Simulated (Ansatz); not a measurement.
# Run report: TiAl, geometry relaxation (part 1 of 2)

The run: geometry relaxation of TiAl (slab, 6 atoms in the cell). Method and program: DFT PBE, scalar-relativistic, plane waves, PAW, no spin polarisation (Ansatz 0.2.0).

The structure derives from an entry of the Crystallography Open Database. It belongs to a series of runs on one base structure; here: (0 0 1) slab, atoms relaxed.

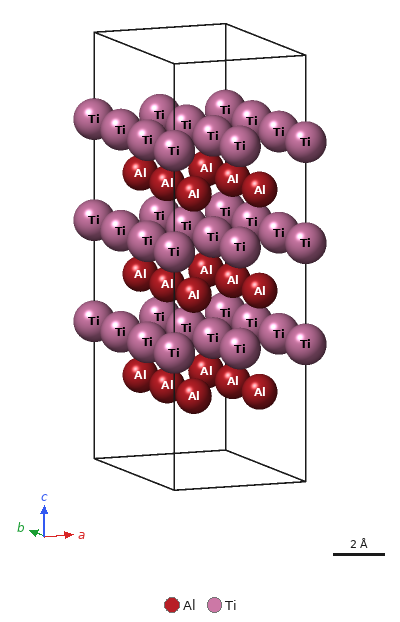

*The input geometry (spheres-only view of the 2 × 3 repeat of the cell, with the vacuum cut short, seen slightly off an axis). An atom can appear more than once, as a periodic image.*

Key numbers:

| quantity | value |
| --- | --- |
| outcome | converged |
| electrons treated | 45 |
| free energy | −9111.8502 eV |
| work function, top face | 4.50 eV |
| work function, bottom face | 4.04 eV |
| Fermi energy | 3.278 eV |
| gap on the k-point mesh | none (metallic) |
| final volume | 200.63 Å³ |
| work function (upper face) | 4.50 eV |
| largest force (length of the vector) at the end | 0.012 eV/Å |
| hardware | 1 thread of Intel Xeon @ 2.50GHz (Skylake/Cascade Lake), 189 GiB of memory available, shared host |
| wall time | 2.7 min |
| peak memory | 0.49 GiB |

The program warns: the exchange-correlation potential is rough where the density is thin.

Input:
```yaml
crystal:
  lattice:
    - [2.8220914054, 0.0, 0.0]
    - [0.0, 2.8220914054, 0.0]
    - [0.0, 0.0, 25.1919128126]
  atoms:
    - { symbol: Al, position: [0.5, 0.5, 0.2977145902] }
    - { symbol: Ti, position: [0.0, 0.0, 0.3786287541] }
    - { symbol: Al, position: [0.5, 0.5, 0.459542918] }
    - { symbol: Ti, position: [0.0, 0.0, 0.540457082] }
    - { symbol: Al, position: [0.5, 0.5, 0.6213712459] }
    - { symbol: Ti, position: [0.0, 0.0, 0.7022854098] }
basis:
  ecutwfc: 420
kpoints:
  mp_grid: { grid: [12, 12, 1] }
hamiltonian:
  xc: pbe
scf:
  occupations: { method: gaussian, width: 0.1 }
output:
  forces: true
  eigenvalues: true
  write_density: true
  write_potential: true
  elf: true
  volumetric_format: npy
relax:
  adjacent_minimum: "off"
  f_tol: 0.02
  max_steps: 60
efield:
  axis: 3
  dipole_correction: true
  ramp_width: 0.04
```

Command:
```bash
ansatz run input.yaml --threads 1 --pin off --max-ram 2560MiB --backend cpu --events-out ev --progress --plain --runs-dir out
```

What the program printed:
```
Engine: ansatz 0.2.0, x86_64-unknown-linux-gnu
Pseudopotentials: kind: paw
Pseudopotential: Al, paw, valence charge 3, recommended cutoff 420 eV (normal), Al.paw.azcp
Pseudopotential: Ti, paw, valence charge 12, recommended cutoff 420 eV (normal), Ti.paw.azcp
Functional definition: PBE
  parameter kappa = 0.804
  parameter beta = 0.06672455060314922
  exchange = pbe_x(kappa = kappa, mu = beta*pi^2/3)
  correlation = pbe_c(beta = beta)
Crystal: 6 atoms, lattice volume = 200.633 Å³
Basis set: ecut = 420 eV, 3993 PW (Γ), exchange–correlation on 40×40×360 points (8 copies of the dense FFT grid, shifted against one another)
Bands: 29, of which v1, the nominal top of the filled ones, is band 23 counted from 1 (22 counted from 0)
Symmetry: 8 space group operations
Space group: P4mm (ITA 99), of the structure as read, at distance tolerance 5.9e-5 Å
k-points: 28 of 144
Non-local potential: Al, projectors of the file, l = 0: 2, l = 1: 2, l = 2: 1
Non-local potential: Ti, projectors of the file, l = 0: 3, l = 1: 2, l = 2: 3, l = 3: 1
PAW form: soft (Blöchl's): semilocal exchange-correlation on the pseudo side does not see the compensation charge
PAW one-centre angular grid: Al, 110 points (default); XC on 64 Gauss nodes
PAW one-centre angular grid: Ti, 590 points (default); XC on 64 Gauss nodes
Initial density: superposition of atomic densities (neutral atoms: chi_scale 0, normalization atom), corrected by the library's trained network
Initial wavefunctions: pseudopotential atomic-orbital guess
Functional: x = pbe(κ = 0.804, μ = 0.2195149727645171), c = pbe(β = 0.06672455060314922)
SCF iter   1: F=—  HF=-9111.848792 eV  |F-HF|=—  |Δ(HF+E_count)|=         —  Δρ=1.24e-2  dr2=5.49e0  ethr=1.77e-3  p=0.001 e·Å  D=1.18e-3 V/Å  ΔV_dip=-0.03 eV  dr2_dipole=2.50e0  V_vac-E_F(+/−)=4.29/4.32 eV  ⟨swp⟩=7.6  Hψ=3942  notcnv=0
efield: sawtooth ramp at fractional position 0.9800 (placed from the atoms, in the widest stretch of the axis that holds none; the zero of the levels goes with the place), width 0.0400; the density the first Hamiltonian is built on has a dipole p = 0.001 e·Å; the dipole correction subtracts the counter field D = 1.18e-3 V/Å, which shifts the + side's vacuum level by -0.03 eV against the − side's; the planar-averaged density in the ramp window peaks in size at 4.3e-5 e/Å³
preconditioner: auto → LDOS  [metal: Δε(μ)=0.008 eV  Ē_g=3.727 eV  σ=0.100 eV  W_gap=0.04  n_scr=16 (ndim 8)  ℏωp=12.0 eV  f_vac=0.429  D(μ)=6.48/eV (n_scr^D=46)  β→1.0]
SCF iter   2: F=—  HF=-9111.798383 eV  |F-HF|=—  |Δ(HF+E_count)|=   5.04e-2  Δρ=4.51e-3  dr2=5.04e-1  ethr=1.77e-3  p=-0.002 e·Å  D=-2.15e-3 V/Å  ΔV_dip=0.05 eV  dr2_dipole=3.07e-1  V_vac-E_F(+/−)=4.33/4.28 eV  ⟨swp⟩=2.0  Hψ=1140  notcnv=0  defer=8
SCF iter   3: F=—  HF=-9111.796156 eV  |F-HF|=—  |Δ(HF+E_count)|=   2.23e-3  Δρ=9.84e-4  dr2=1.31e-2  ethr=1.12e-3  p=-0.003 e·Å  D=-3.08e-3 V/Å  ΔV_dip=0.08 eV  dr2_dipole=2.35e-3  V_vac-E_F(+/−)=4.35/4.27 eV  ⟨swp⟩=2.3  Hψ=900  notcnv=0  defer=16
SCF iter   4: F=—  HF=-9111.795802 eV  |F-HF|=—  |Δ(HF+E_count)|=   3.54e-4  Δρ=2.16e-4  dr2=2.20e-4  ethr=2.91e-5  p=-0.005 e·Å  D=-4.75e-3 V/Å  ΔV_dip=0.12 eV  dr2_dipole=1.62e-4  V_vac-E_F(+/−)=4.39/4.27 eV  ⟨swp⟩=1.9  Hψ=903  notcnv=0  defer=15
SCF iter   5: F=—  HF=-9111.795906 eV  |F-HF|=—  |Δ(HF+E_count)|=   1.04e-4  Δρ=8.50e-5  dr2=6.96e-5  ethr=4.90e-7  p=-0.007 e·Å  D=-6.02e-3 V/Å  ΔV_dip=0.15 eV  dr2_dipole=2.93e-5  V_vac-E_F(+/−)=4.42/4.27 eV  ⟨swp⟩=2.4  Hψ=1184  notcnv=0  defer=4
SCF iter   6: F=—  HF=-9111.795920 eV  |F-HF|=—  |Δ(HF+E_count)|=   1.42e-5  Δρ=4.12e-5  dr2=1.98e-5  ethr=1.55e-7  p=-0.007 e·Å  D=-6.75e-3 V/Å  ΔV_dip=0.17 eV  dr2_dipole=6.19e-6  V_vac-E_F(+/−)=4.44/4.27 eV  ⟨swp⟩=2.2  Hψ=1048  notcnv=0  defer=4
SCF iter   7: F=—  HF=-9111.795924 eV  |F-HF|=—  |Δ(HF+E_count)|=   4.30e-6  Δρ=3.86e-5  dr2=2.25e-5  ethr=2.22e-8  p=-0.008 e·Å  D=-6.99e-3 V/Å  ΔV_dip=0.18 eV  dr2_dipole=7.73e-6  V_vac-E_F(+/−)=4.44/4.27 eV  ⟨swp⟩=18.3  Hψ=8262  notcnv=0
iter 8 did not close the SCF: its close was put off until two iterations running show no level that it waits for move by more than its bar (scf_convergence_deferred on its scf_iter line)
SCF iter   8: F=-9111.795924 eV  HF=-9111.795925 eV  |F-HF|=2.87e-7  |Δ(HF+E_count)|=   2.85e-7  Δρ=8.74e-6  dr2=5.03e-7  ethr=2.22e-8  p=-0.008 e·Å  D=-7.14e-3 V/Å  ΔV_dip=0.18 eV  dr2_dipole=4.13e-8  V_vac-E_F(+/−)=4.45/4.27 eV  ⟨swp⟩=11.4  Hψ=6271  notcnv=0
SCF iter   9: F=-9111.795925 eV  HF=-9111.795925 eV  |F-HF|=3.63e-8  |Δ(HF+E_count)|=   1.42e-7  Δρ=4.09e-6  dr2=6.54e-8  ethr=1.12e-9  p=-0.008 e·Å  D=-7.19e-3 V/Å  ΔV_dip=0.18 eV  dr2_dipole=1.02e-8  V_vac-E_F(+/−)=4.45/4.27 eV  ⟨swp⟩=9.0  Hψ=5791  notcnv=0
SCF 1 converged in 9 iterations: F = -9111.795925 eV  dr2 = 6.54e-8
  greatest PAW one-centre occupation: 0.999 electrons in one spin orbital (limit 2), on the Ti atom at site 1 (counted from 0), in its partial waves of l = 0
relax step   1: F+E_penalty+E_count = -9111.79592470 eV  Δ(F+E_penalty+E_count) = +0.000e0 eV  max|allowed force component| = 4.352e-1 eV/Å  Δτ_max = 0.0000 Å  (9 SCF iters, dr2 threshold 1.00e-5 eV, accepted)
Initial density: handed on by an earlier stage of this run
Initial wavefunctions: those handed on with the density
iter 1 solved again at ethr=2.58e-3 eV; its pass at ethr=3.10e-3 eV (dr2=1.16e0 eV) is discarded
SCF iter   1: F=—  HF=-9111.934707 eV  |F-HF|=—  |Δ(HF+E_count)|=         —  Δρ=8.78e-3  dr2=1.13e0  ethr=2.58e-3  p=-0.008 e·Å  D=-7.19e-3 V/Å  ΔV_dip=0.18 eV  dr2_dipole=1.97e-1  V_vac-E_F(+/−)=4.48/4.30 eV  ⟨swp⟩=1.1  Hψ=3421  notcnv=0  defer=17
efield: sawtooth ramp at fractional position 0.9800 (handed on by an earlier solve), width 0.0400; the density the first Hamiltonian is built on has a dipole p = -0.008 e·Å; the dipole correction subtracts the counter field D = -7.19e-3 V/Å, which shifts the + side's vacuum level by +0.18 eV against the − side's; the planar-averaged density in the ramp window peaks in size at 4.8e-6 e/Å³
preconditioner: auto → LDOS  [metal: Δε(μ)=0.010 eV  Ē_g=3.817 eV  σ=0.100 eV  W_gap=0.06  n_scr=16 (ndim 8)  ℏωp=12.0 eV  f_vac=0.441  D(μ)=5.95/eV (n_scr^D=38)  β→1.0]
SCF iter   2: F=—  HF=-9111.842744 eV  |F-HF|=—  |Δ(HF+E_count)|=   9.20e-2  Δρ=6.86e-3  dr2=4.00e-1  ethr=2.52e-3  p=-0.019 e·Å  D=-1.73e-2 V/Å  ΔV_dip=0.44 eV  dr2_dipole=1.20e-1  V_vac-E_F(+/−)=4.31/3.87 eV  ⟨swp⟩=2.6  Hψ=1449  notcnv=0  defer=19
SCF iter   3: F=—  HF=-9111.841634 eV  |F-HF|=—  |Δ(HF+E_count)|=   1.11e-3  Δρ=1.98e-3  dr2=2.59e-2  ethr=8.89e-4  p=-0.014 e·Å  D=-1.26e-2 V/Å  ΔV_dip=0.32 eV  dr2_dipole=6.12e-3  V_vac-E_F(+/−)=4.40/4.08 eV  ⟨swp⟩=2.8  Hψ=1365  notcnv=0  defer=23
SCF iter   4: F=—  HF=-9111.839573 eV  |F-HF|=—  |Δ(HF+E_count)|=   2.06e-3  Δρ=7.50e-4  dr2=3.16e-3  ethr=5.75e-5  p=-0.015 e·Å  D=-1.40e-2 V/Å  ΔV_dip=0.35 eV  dr2_dipole=2.00e-3  V_vac-E_F(+/−)=4.41/4.06 eV  ⟨swp⟩=2.2  Hψ=1203  notcnv=0  defer=25
SCF iter   5: F=—  HF=-9111.840327 eV  |F-HF|=—  |Δ(HF+E_count)|=   7.54e-4  Δρ=5.55e-4  dr2=2.37e-3  ethr=7.02e-6  p=-0.018 e·Å  D=-1.59e-2 V/Å  ΔV_dip=0.40 eV  dr2_dipole=6.51e-4  V_vac-E_F(+/−)=4.44/4.03 eV  ⟨swp⟩=2.2  Hψ=1151  notcnv=0  defer=26
SCF iter   6: F=—  HF=-9111.840500 eV  |F-HF|=—  |Δ(HF+E_count)|=   1.73e-4  Δρ=1.37e-4  dr2=1.34e-4  ethr=5.26e-6  p=-0.020 e·Å  D=-1.77e-2 V/Å  ΔV_dip=0.45 eV  dr2_dipole=1.65e-6  V_vac-E_F(+/−)=4.48/4.03 eV  ⟨swp⟩=1.8  Hψ=852  notcnv=0  defer=26
SCF iter   7: F=—  HF=-9111.840535 eV  |F-HF|=—  |Δ(HF+E_count)|=   3.48e-5  Δρ=8.88e-5  dr2=5.71e-5  ethr=2.97e-7  p=-0.021 e·Å  D=-1.85e-2 V/Å  ΔV_dip=0.47 eV  dr2_dipole=4.54e-6  V_vac-E_F(+/−)=4.49/4.03 eV  ⟨swp⟩=2.2  Hψ=1257  notcnv=0  defer=26
SCF iter   8: F=-9111.840545 eV  HF=-9111.840546 eV  |F-HF|=4.25e-7  |Δ(HF+E_count)|=   1.08e-5  Δρ=3.28e-5  dr2=3.74e-6  ethr=2.63e-8  p=-0.021 e·Å  D=-1.91e-2 V/Å  ΔV_dip=0.48 eV  dr2_dipole=5.14e-8  V_vac-E_F(+/−)=4.51/4.03 eV  ⟨swp⟩=18.1  Hψ=7761  notcnv=0
SCF 2 converged in 8 iterations: F = -9111.840545 eV  dr2 = 3.74e-6
relax step   2: F+E_penalty+E_count = -9111.84054516 eV  Δ(F+E_penalty+E_count) = -4.462e-2 eV  max|allowed force component| = 3.364e-1 eV/Å  Δτ_max = 0.1501 Å  (8 SCF iters, dr2 threshold 1.18e-5 eV, accepted)
SCF iter   1: F=—  HF=-9111.857925 eV  |F-HF|=—  |Δ(HF+E_count)|=         —  Δρ=2.92e-3  dr2=9.51e-2  ethr=2.10e-3  p=-0.021 e·Å  D=-1.91e-2 V/Å  ΔV_dip=0.48 eV  dr2_dipole=5.03e-3  V_vac-E_F(+/−)=4.50/4.02 eV  ⟨swp⟩=3.0  Hψ=1676  notcnv=0  defer=28
efield: sawtooth ramp at fractional position 0.9800 (handed on by an earlier solve), width 0.0400; the density the first Hamiltonian is built on has a dipole p = -0.021 e·Å; the dipole correction subtracts the counter field D = -1.91e-2 V/Å, which shifts the + side's vacuum level by +0.48 eV against the − side's; the planar-averaged density in the ramp window peaks in size at 4.6e-6 e/Å³
preconditioner: auto → LDOS  [metal: Δε(μ)=0.022 eV  Ē_g=3.761 eV  σ=0.100 eV  W_gap=0.12  n_scr=16 (ndim 8)  ℏωp=12.0 eV  f_vac=0.435  D(μ)=5.69/eV (n_scr^D=30)  β→1.0]
SCF iter   2: F=—  HF=-9111.851383 eV  |F-HF|=—  |Δ(HF+E_count)|=   6.54e-3  Δρ=2.21e-3  dr2=4.05e-2  ethr=2.11e-4  p=-0.020 e·Å  D=-1.77e-2 V/Å  ΔV_dip=0.45 eV  dr2_dipole=5.68e-3  V_vac-E_F(+/−)=4.54/4.10 eV  ⟨swp⟩=2.0  Hψ=1376  notcnv=0  defer=28
SCF iter   3: F=—  HF=-9111.850177 eV  |F-HF|=—  |Δ(HF+E_count)|=   1.21e-3  Δρ=5.54e-4  dr2=1.30e-3  ethr=8.99e-5  p=-0.021 e·Å  D=-1.89e-2 V/Å  ΔV_dip=0.48 eV  dr2_dipole=1.37e-5  V_vac-E_F(+/−)=4.52/4.04 eV  ⟨swp⟩=2.0  Hψ=1044  notcnv=0  defer=28
SCF iter   4: F=—  HF=-9111.849981 eV  |F-HF|=—  |Δ(HF+E_count)|=   1.96e-4  Δρ=2.09e-4  dr2=1.56e-4  ethr=2.88e-6  p=-0.021 e·Å  D=-1.92e-2 V/Å  ΔV_dip=0.48 eV  dr2_dipole=7.75e-6  V_vac-E_F(+/−)=4.52/4.04 eV  ⟨swp⟩=3.0  Hψ=1255  notcnv=0  defer=27
SCF iter   5: F=—  HF=-9111.850038 eV  |F-HF|=—  |Δ(HF+E_count)|=   5.68e-5  Δρ=9.54e-5  dr2=5.05e-5  ethr=3.47e-7  p=-0.021 e·Å  D=-1.90e-2 V/Å  ΔV_dip=0.48 eV  dr2_dipole=2.08e-5  V_vac-E_F(+/−)=4.52/4.04 eV  ⟨swp⟩=2.0  Hψ=1007  notcnv=0  defer=27
SCF iter   6: F=—  HF=-9111.850052 eV  |F-HF|=—  |Δ(HF+E_count)|=   1.43e-5  Δρ=6.84e-5  dr2=1.25e-5  ethr=1.12e-7  p=-0.021 e·Å  D=-1.88e-2 V/Å  ΔV_dip=0.47 eV  dr2_dipole=1.39e-6  V_vac-E_F(+/−)=4.51/4.04 eV  ⟨swp⟩=2.0  Hψ=986  notcnv=0  defer=27
SCF iter   7: F=-9111.850054 eV  HF=-9111.850055 eV  |F-HF|=4.25e-7  |Δ(HF+E_count)|=   2.51e-6  Δρ=1.67e-5  dr2=1.60e-6  ethr=1.57e-8  p=-0.021 e·Å  D=-1.87e-2 V/Å  ΔV_dip=0.47 eV  dr2_dipole=7.03e-9  V_vac-E_F(+/−)=4.51/4.04 eV  ⟨swp⟩=18.6  Hψ=8228  notcnv=0
SCF 3 converged in 7 iterations: F = -9111.850054 eV  dr2 = 1.60e-6
  Residual-converged pass: ⟨swp⟩=1.1  Hψ=927  notcnv=0  max |occ|·‖R‖ = 7.0e-9 eV (tolerance 1.0e-8 eV)  dr2=1.60e-6  dr2_onsite=2.96e-8  max |Δocc| = 2.4e-10
relax step   3: F+E_penalty+E_count = -9111.85005415 eV  Δ(F+E_penalty+E_count) = -9.509e-3 eV  max|allowed force component| = 2.721e-2 eV/Å  Δτ_max = 0.0418 Å  (7 SCF iters, dr2 threshold 7.07e-6 eV, accepted)
SCF iter   1: F=—  HF=-9111.850528 eV  |F-HF|=—  |Δ(HF+E_count)|=         —  Δρ=7.28e-4  dr2=1.11e-2  ethr=7.05e-5  p=-0.021 e·Å  D=-1.87e-2 V/Å  ΔV_dip=0.47 eV  dr2_dipole=8.76e-4  V_vac-E_F(+/−)=4.51/4.04 eV  ⟨swp⟩=1.8  Hψ=1377  notcnv=0  defer=6
efield: sawtooth ramp at fractional position 0.9800 (handed on by an earlier solve), width 0.0400; the density the first Hamiltonian is built on has a dipole p = -0.021 e·Å; the dipole correction subtracts the counter field D = -1.87e-2 V/Å, which shifts the + side's vacuum level by +0.47 eV against the − side's; the planar-averaged density in the ramp window peaks in size at 4.3e-6 e/Å³
preconditioner: auto → LDOS  [metal: Δε(μ)=0.016 eV  Ē_g=3.769 eV  σ=0.100 eV  W_gap=0.09  n_scr=16 (ndim 8)  ℏωp=12.0 eV  f_vac=0.436  D(μ)=5.65/eV (n_scr^D=30)  β→1.0]
SCF iter   2: F=—  HF=-9111.850230 eV  |F-HF|=—  |Δ(HF+E_count)|=   2.98e-4  Δρ=3.44e-4  dr2=1.53e-3  ethr=2.46e-5  p=-0.021 e·Å  D=-1.91e-2 V/Å  ΔV_dip=0.48 eV  dr2_dipole=2.15e-5  V_vac-E_F(+/−)=4.51/4.03 eV  ⟨swp⟩=1.0  Hψ=1036  notcnv=0  defer=5
SCF iter   3: F=—  HF=-9111.850172 eV  |F-HF|=—  |Δ(HF+E_count)|=   5.74e-5  Δρ=9.01e-5  dr2=7.53e-5  ethr=3.40e-6  p=-0.021 e·Å  D=-1.86e-2 V/Å  ΔV_dip=0.47 eV  dr2_dipole=8.95e-7  V_vac-E_F(+/−)=4.50/4.04 eV  ⟨swp⟩=1.9  Hψ=906  notcnv=0  defer=5
SCF iter   4: F=—  HF=-9111.850196 eV  |F-HF|=—  |Δ(HF+E_count)|=   2.40e-5  Δρ=3.12e-5  dr2=5.16e-6  ethr=1.67e-7  p=-0.021 e·Å  D=-1.87e-2 V/Å  ΔV_dip=0.47 eV  dr2_dipole=7.03e-10  V_vac-E_F(+/−)=4.50/4.03 eV  ⟨swp⟩=2.1  Hψ=1107  notcnv=0  defer=5
SCF iter   5: F=—  HF=-9111.850197 eV  |F-HF|=—  |Δ(HF+E_count)|=   1.05e-6  Δρ=1.53e-5  dr2=9.47e-7  ethr=1.15e-8  p=-0.021 e·Å  D=-1.86e-2 V/Å  ΔV_dip=0.47 eV  dr2_dipole=2.00e-7  V_vac-E_F(+/−)=4.50/4.03 eV  ⟨swp⟩=2.7  Hψ=1146  notcnv=0  defer=5
SCF iter   6: F=—  HF=-9111.850197 eV  |F-HF|=—  |Δ(HF+E_count)|=   2.89e-7  Δρ=7.36e-6  dr2=2.53e-7  ethr=2.11e-9  p=-0.021 e·Å  D=-1.86e-2 V/Å  ΔV_dip=0.47 eV  dr2_dipole=1.45e-8  V_vac-E_F(+/−)=4.50/4.03 eV  ⟨swp⟩=2.0  Hψ=906  notcnv=0  defer=5
SCF iter   7: F=-9111.850198 eV  HF=-9111.850198 eV  |F-HF|=3.12e-8  |Δ(HF+E_count)|=   7.45e-8  Δρ=3.30e-6  dr2=4.71e-8  ethr=2.22e-10  p=-0.021 e·Å  D=-1.85e-2 V/Å  ΔV_dip=0.47 eV  dr2_dipole=6.09e-9  V_vac-E_F(+/−)=4.50/4.03 eV  ⟨swp⟩=15.3  Hψ=6320  notcnv=0
SCF 4 converged in 7 iterations: F = -9111.850198 eV  dr2 = 4.71e-8
relax step   4: F+E_penalty+E_count = -9111.85019754 eV  Δ(F+E_penalty+E_count) = -1.434e-4 eV  max|allowed force component| = 1.235e-2 eV/Å  Δτ_max = 0.0071 Å  (7 SCF iters, accepted)
```
